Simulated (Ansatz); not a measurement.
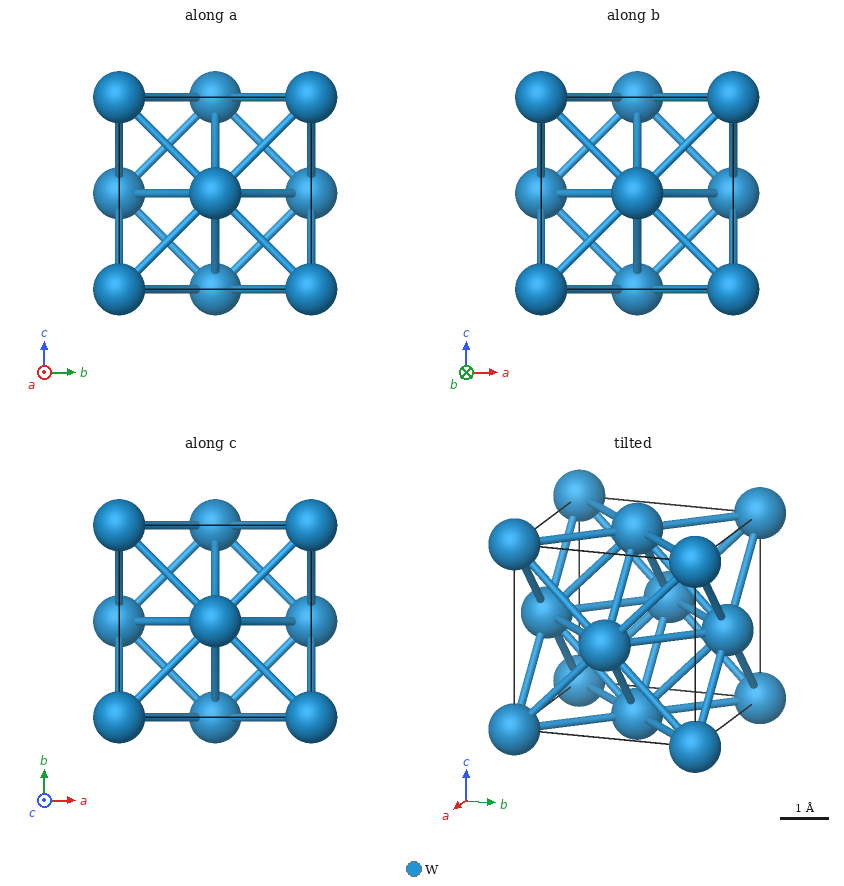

Ball-and-stick representation of a periodic structure, projected along the a axis, along the b axis, along the c axis and slightly off an axis. The wireframe shows the conventional unit cell.

Lattice parameters: a = 4.018 Å, b = 4.018 Å, c = 4.018 Å, α = 90.00°, β = 90.00°, γ = 90.00°.

Give the structure in the form of a table of Wyckoff sites.

Space group Fm-3m (No. 225).
```
atom  site       x       y       z
   W    4a  0.0000  0.0000  0.0000
```

It goes back to a structure type filled with this element by a generator (whether the element takes this form wasn't checked). Earlier steps of the study may have refined or changed the cell and positions. It was run through Ansatz as a DFT input.
